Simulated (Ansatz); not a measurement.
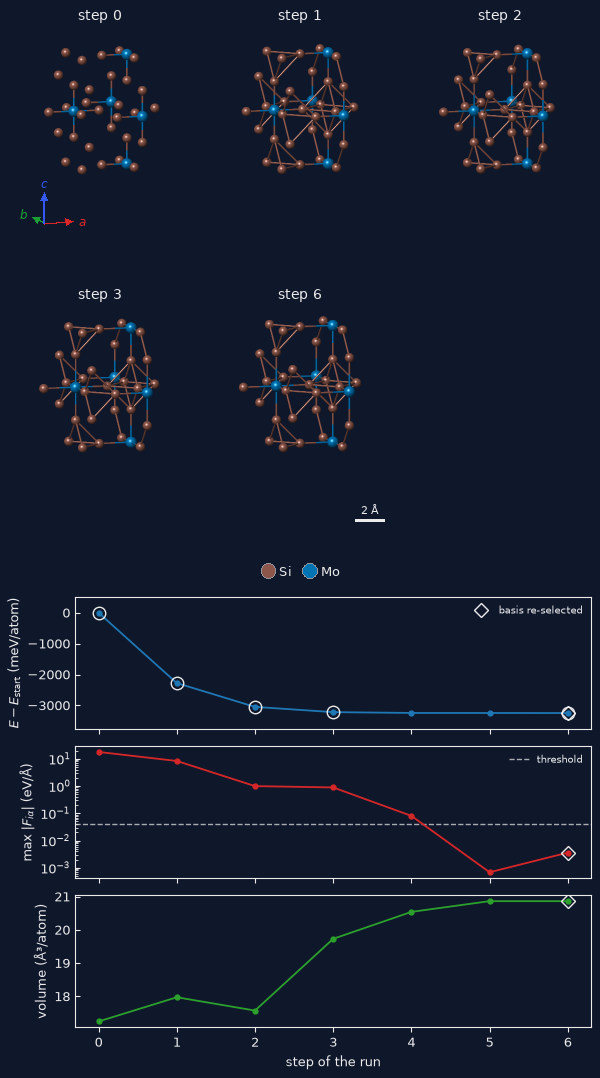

Frames of a relaxation of solid Si₆Mo (a generated structure, set up in Fm-3m) (coarse preliminary run), marked on the history of the run. Style: ball-and-stick. Shown: the atoms within 5.0 Å of the atom that moves most (axes of the conventional cell (4 times the calculation's cell)), slightly off an axis. Lengths and directions refer to the drawn axes.

All numbers below come from DFT PBE, scalar-relativistic, plane waves, PAW (Ansatz).

The input:
```yaml
crystal:
  lattice:
    - [0.0, 3.92264795, 3.92264795]
    - [3.92264795, 0.0, 3.92264795]
    - [3.92264795, 3.92264795, 0.0]
  atoms:
    - { symbol: Si, position: [0.73684332, 0.26315668, 0.26315668] }
    - { symbol: Si, position: [0.26315668, 0.73684332, 0.73684332] }
    - { symbol: Si, position: [0.26315668, 0.73684332, 0.26315668] }
    - { symbol: Si, position: [0.73684332, 0.26315668, 0.73684332] }
    - { symbol: Si, position: [0.26315668, 0.26315668, 0.73684332] }
    - { symbol: Si, position: [0.73684332, 0.73684332, 0.26315668] }
    - { symbol: Mo, position: [0.5, 0.5, 0.5] }
basis:
  ecutwfc: 420
kpoints:
  mp_grid: { grid: [4, 4, 4] }
hamiltonian:
  xc: pbe
scf:
  occupations: { method: gaussian, width: 0.1 }
  lower_state_search: "off"
output:
  forces: true
  stress: true
  eigenvalues: true
relax:
  adjacent_minimum: "off"
  f_tol: 0.04
  max_steps: 70
  cell: { stress_tol: 0.4 }
```

Launched with:
```bash
ansatz run input.yaml --threads 1 --pin off --max-ram 2048MiB --backend cpu --events-out ev --progress --plain --runs-dir out
```

What happens along the run?

Answer. After 5 accepted moves (6 points after the start) the energy has fallen by 3248 meV per atom. The largest force component goes from 18 to 0.0036 eV/Å. Pressure: 66.15 GPa at the start and −0.06 GPa at the end. The SCF was repeated once at an unchanged geometry on a basis and grid sized afresh for the cell, which shifted the energy by 1.5 meV per atom at most. The largest moves relative to the cell, 0.46 Å, are those of Si1, Si2, Si3, Si4, Si5 and Si6. Si2 goes along +a. Mo stays in place. The volume changes by +21.0 %, with a = b = c 7.845 → 8.360 Å (+6.6 %). Among the contacts that change: Si1–Si3 2.628 → 3.445 Å, Si1–Mo7 1.858 → 2.436 Å, Si1–Si3 (another image) 2.920 → 2.466 Å. The space group stays Fm-3m (No. 225). Cost: 8 s on 1 thread of AMD EPYC 9R14 (Zen 4), on a shared host, peak memory 0.46 GiB. From step 0 to 1: Si atoms move most (0.20 Å), volume +4.2 %, energy −2278 meV per atom. From step 1 to 2: Si atoms move most (0.20 Å), volume −2.2 %, energy −771 meV per atom. From step 2 to 3: volume +12.3 %, energy −170 meV per atom. From step 3 to 6: Si atoms move most (0.03 Å), volume +5.7 %, energy −29.3 meV per atom.
